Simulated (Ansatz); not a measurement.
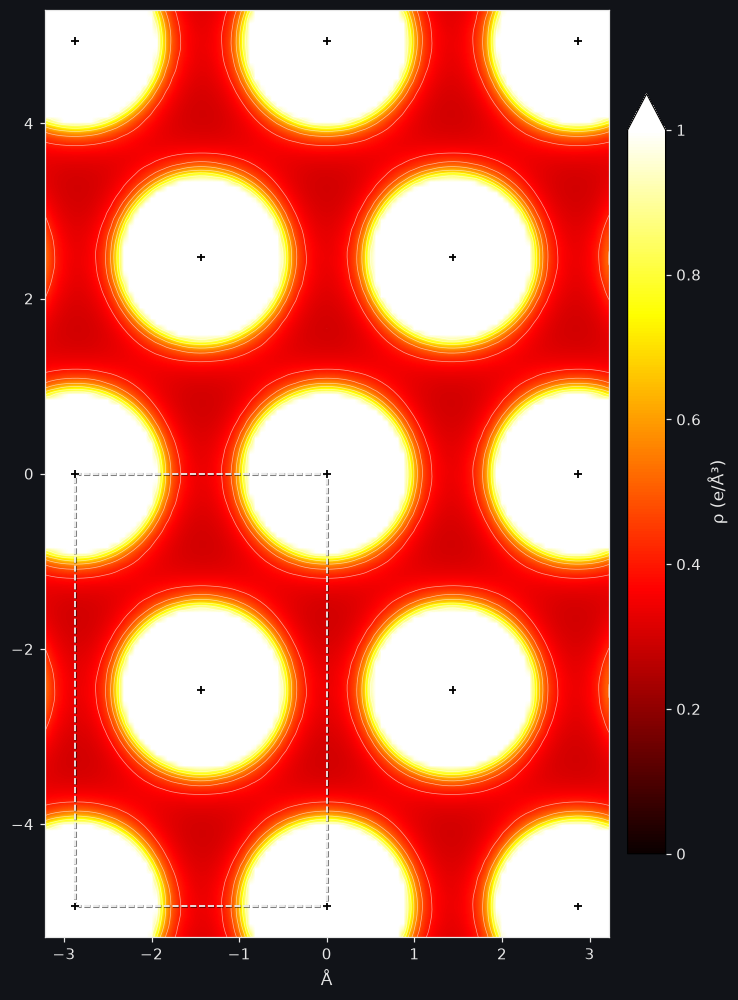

The valence electron density on a plane through atoms (crosses mark nuclei in the plane).

Method: DFT PBEsol, scalar-relativistic, plane waves, PAW (Ansatz).

Candidates:
A. Ag, a = 2.99 Å, b = 4.97 Å, c = 4.79 Å, α = 90.00°, β = 90.00°, γ = 90.00°. Space group Cmcm; changed on purpose from its base cell (strain +0.0200 x Voigt [1, -1, 0, 0, 0, 0], atoms carried along); computed pressure about −6 GPa in this cell.
B. W, a = 2.87 Å, b = 2.87 Å, c = 4.02 Å, α = 90.00°, β = 90.00°, γ = 90.00°. Space group I4/mmm; changed on purpose from its base cell (strain -0.0100 x Voigt [0, 0, 1, 0, 0, 0], atoms carried along); computed pressure about −10 GPa in this cell.
C. Cu, a = 2.64 Å, b = 2.64 Å, c = 3.28 Å, α = 90.00°, β = 90.00°, γ = 90.00°. Space group I4/mmm; a structure from a database of computed crystals, not necessarily the ambient phase; computed without spin polarisation.

Which system is this?

Answer. Candidate B: W on the (101) plane of the conventional cell, which holds W. W–W (2.86 Å): ρ at the midpoint is about 0.35 e/Å³.
